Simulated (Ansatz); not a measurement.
```xyz
18
Lattice="3.8680 0.0000 0.0000 -1.5631 3.9617 0.0000 0.0000 0.0000 24.8356" Properties=species:S:1:pos:R:3 pbc="T T T"
C     1.3797    1.4058    7.6054
C     0.9252    2.5560    7.6054
C     0.6268    3.3144    8.7275
C     1.6781    0.6473    8.7275
C     1.4119    1.3230    9.9588
C     0.8930    2.6387    9.9588
C     0.6311    3.3030   11.1907
C     1.6738    0.6587   11.1907
C     1.4139    1.3196   12.4178
C     0.8910    2.6422   12.4178
C     0.6311    3.3030   13.6449
C     1.6738    0.6587   13.6449
C     1.4119    1.3230   14.8768
C     0.8930    2.6387   14.8768
C     0.6268    3.3144   16.1081
C     1.6781    0.6473   16.1081
C     1.3797    1.4058   17.2302
C     0.9252    2.5560   17.2302
```

The calculation used DFT PBEsol, scalar-relativistic, plane waves, PAW in Ansatz.

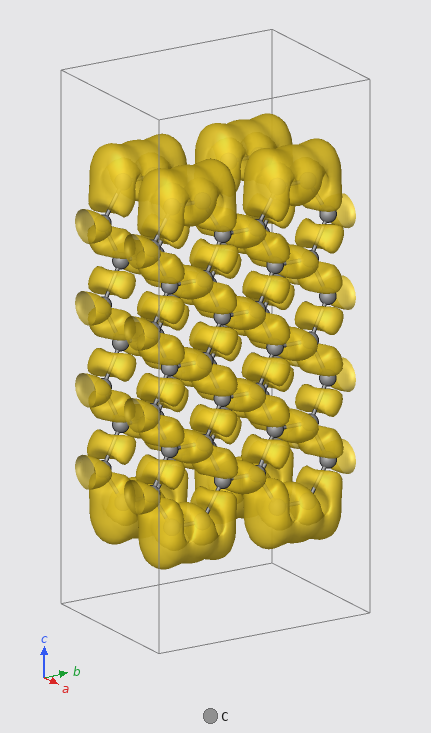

C (slab). Isosurface of the electron localisation function at 0.7 (yellow), seen slightly off an axis. Core shells and regions of very low density are left out. Sticks mark near contacts.

Core electrons are frozen (PAW), and the valence fields are smoothed inside the atomic spheres.

Identify the bonds, lone pairs and shells in this picture.

Answer. At this value the surface marks out 21 regions between bonded C–C atoms (shared pairs), counted in one cell of 18 atoms. Counts are for one cell; the picture repeats the cell along the surface. Along the contacts the grid gives the following. C–C (1.24 Å): the ELF peaks at about 0.90 between the atoms (inside overlapping PAW spheres, so only a guide): a multiple bond. C–C (1.39 Å): the ELF peaks at about 0.90 between the atoms, as expected for localised, covalent bonding.
